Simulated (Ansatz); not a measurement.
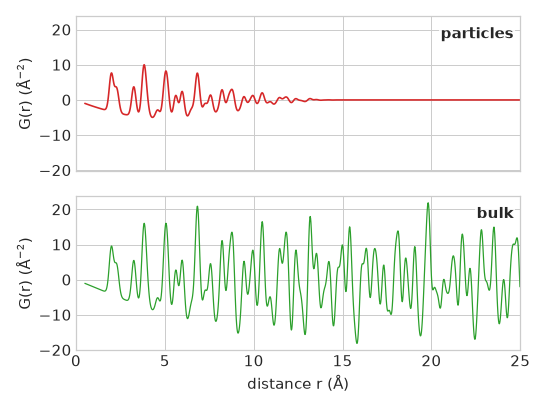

Computed X-ray G(r), with each pair weighted by the product of the atomic numbers (X-ray weights at Q = 0) and a uniform peak width σ = 0.12 Å, for spherical particles of B with the bulk structure: the bulk G(r) is multiplied by the envelope of a sphere of diameter D, 1 − 3r/2D + r³/2D³, with no surface relaxation. The number density is 0.165 atoms per Å³. Basis of the simulation: the input geometry of an electronic-structure calculation (not necessarily at equilibrium); the starting structure was generated, so it need not be a known form of this composition.

### How large are the particles?

About 15 Å (1.5 nm): the signal is half of the bulk amplitude at r ≈ 5.2 Å and vanishes at r = D, fading from view somewhat earlier.

### Roughly how many atoms does one particle hold?

About 290 (number density 0.165 Å⁻³ times πD³/6).
